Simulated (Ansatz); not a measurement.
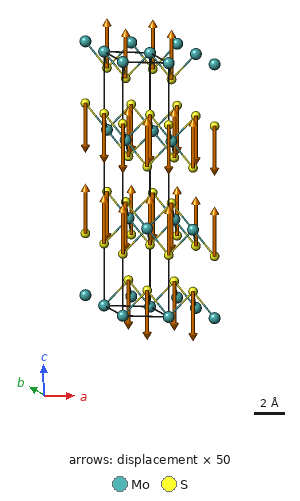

This is a relaxation of crystalline MoS₂ (built on the measured structure type). The starting structure is drawn; orange arrows show the displacements (the part carried along by the change of the cell is left out), 50 times their true length.

The picture is a ball-and-stick view of the conventional cell (3 times the calculation's cell), repeated 2 × 2 × 1 with one cell outlined, seen slightly off an axis. Lengths and directions refer to the drawn axes.

Method: DFT, r2SCAN+rVV10, plane waves, PAW in Ansatz 0.2.0.

Input file:
```yaml
crystal:
  lattice:
    - [1.5694921305, 0.906146704, 5.9392427034]
    - [-1.5694921305, 0.906146704, 5.9392427034]
    - [0.0, -1.8122934081, 5.9392427034]
  atoms:
    - { symbol: Mo, position: [0.0, 0.0, 0.0] }
    - { symbol: S, position: [0.7564217366, 0.7564217366, 0.7564217366] }
    - { symbol: S, position: [0.2435782634, 0.2435782634, 0.2435782634] }
kpoints:
  mp_grid: { grid: [8, 8, 8] }
hamiltonian:
  xc: r2scan
  dispersion: rvv10
scf:
  occupations: { method: fermi_dirac, width: 0.02 }
relax:
  f_tol: 0.005
  cell: {}
```

Launched with:
```bash
ansatz run input.yaml --threads 2 --pin off --max-ram 2211MiB --backend cpu --events-out ev --progress --plain --runs-dir out
```

Describe the change and its energy.

The energy falls by 35.7 meV per cell of the calculation in 4 accepted moves (6 points after the start). The largest force component goes from 0.26 to 0.00048 eV/Å. The pressure goes from 2.33 to 0.00 GPa. The line search rejected the trial step at point 1 of the run. The SCF was repeated once at an unchanged geometry on a basis and grid sized afresh for the cell, which shifted the energy by 0.8 meV per cell of the calculation at most. The largest moves relative to the cell, 0.070 Å, are those of S2 and S3. S3 goes along +c. Mo stays in place. The drawn cell changes as follows: a = b 3.139 → 3.193 Å (+1.7 %), c 17.818 → 18.231 Å (+2.3 %); the volume changes by +5.9 %. The space group stays R-3m (No. 166). The run took roughly 80 core-seconds on a shared host.
